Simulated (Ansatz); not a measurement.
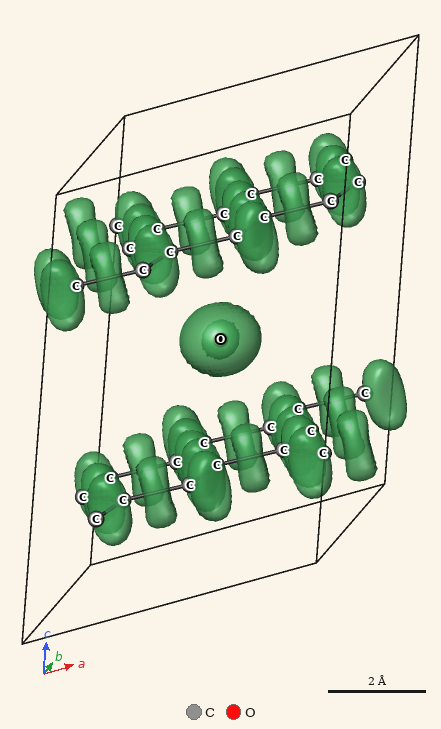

C$_{28}$O (cell with a defect). Isosurface of the ELF at 0.75 (green), seen slightly off an axis. Only the valence region is drawn (cores and ρ < 0.01 e/Å³ removed). Sticks mark near contacts.

Method: Ansatz 0.2.0, DFT PBE, scalar-relativistic, plane waves, PAW.

The calculation's input:

```
crystal:
  lattice:
    - [-4.9330325265, -4.2721314856, 0.0]
    - [1.2332581316, -6.4081972285, 0.0]
    - [-1.2332581316, -3.5601095714, 8.5756686354]
  atoms:
    - { symbol: C, position: [0.7967237231, 0.939580866, 0.7526859734] }
    - { symbol: C, position: [0.939580866, 0.5110094374, 0.7526859734] }
    - { symbol: C, position: [0.5110094374, 0.7967237231, 0.7526859734] }
    - { symbol: C, position: [0.6538665803, 0.3681522946, 0.7526859734] }
    - { symbol: C, position: [0.2252951517, 0.6538665803, 0.7526859734] }
    - { symbol: C, position: [0.3681522946, 0.2252951517, 0.7526859734] }
    - { symbol: C, position: [0.0824380089, 0.0824380089, 0.7526859734] }
    - { symbol: C, position: [0.4633937967, 0.6062509395, 0.7526757528] }
    - { symbol: C, position: [0.6062509395, 0.177679511, 0.7526757528] }
    - { symbol: C, position: [0.177679511, 0.4633937967, 0.7526757528] }
    - { symbol: C, position: [0.3205366538, 0.0348223681, 0.7526757528] }
    - { symbol: C, position: [0.8919652252, 0.3205366538, 0.7526757528] }
    - { symbol: C, position: [0.0348223681, 0.8919652252, 0.7526757528] }
    - { symbol: C, position: [0.7491080824, 0.7491080824, 0.7526757528] }
    - { symbol: C, position: [0.9651776319, 0.1080347748, 0.2473242472] }
    - { symbol: C, position: [0.1080347748, 0.6794633462, 0.2473242472] }
    - { symbol: C, position: [0.6794633462, 0.9651776319, 0.2473242472] }
    - { symbol: C, position: [0.822320489, 0.5366062033, 0.2473242472] }
    - { symbol: C, position: [0.3937490605, 0.822320489, 0.2473242472] }
    - { symbol: C, position: [0.5366062033, 0.3937490605, 0.2473242472] }
    - { symbol: C, position: [0.2508919176, 0.2508919176, 0.2473242472] }
    - { symbol: C, position: [0.6318477054, 0.7747048483, 0.2473140266] }
    - { symbol: C, position: [0.7747048483, 0.3461334197, 0.2473140266] }
    - { symbol: C, position: [0.3461334197, 0.6318477054, 0.2473140266] }
    - { symbol: C, position: [0.4889905626, 0.2032762769, 0.2473140266] }
    - { symbol: C, position: [0.060419134, 0.4889905626, 0.2473140266] }
    - { symbol: C, position: [0.2032762769, 0.060419134, 0.2473140266] }
    - { symbol: C, position: [0.9175619911, 0.9175619911, 0.2473140266] }
    - { symbol: O, position: [0.5, 0.5, 0.5] }
basis:
  ecutwfc: 420
  xc_grid: 2
kpoints:
  mp_grid: { grid: [5, 5, 5], shift: [0.0, 0.0, 0.0] }
hamiltonian:
  xc: pbe
scf:
  occupations: { method: gaussian, width: 0.1 }
output:
  forces: true
  stress: false
  eigenvalues: true
  write_density: true
  write_potential: true
  elf: true
  volumetric_format: npy
relax:
  adjacent_minimum: "off"
  f_tol: 0.025
  max_steps: 45
```

Launched as:

```sh
ansatz run input.yaml --threads 4 --pin off --max-ram 10240MiB --backend cpu --events-out ev --progress --plain --runs-dir out
```

The fields are those of the run's last geometry, not of the input's.

Describe the localisation domains.

At this value the surface marks out 42 regions between bonded C–C atoms and one region wrapped around O (its valence shell), counted in one cell of 29 atoms. Regions shared between cells count once. Along the contacts the grid gives the following. C–C (1.42 Å): the ELF peaks at about 0.95 between the atoms. C–O (2.72 Å): the ELF is about 0.05 at the midpoint; no shared electron pair shows on this line.

Does the calculation give a band gap?

It is gapless in this calculation (a metal or semimetal).
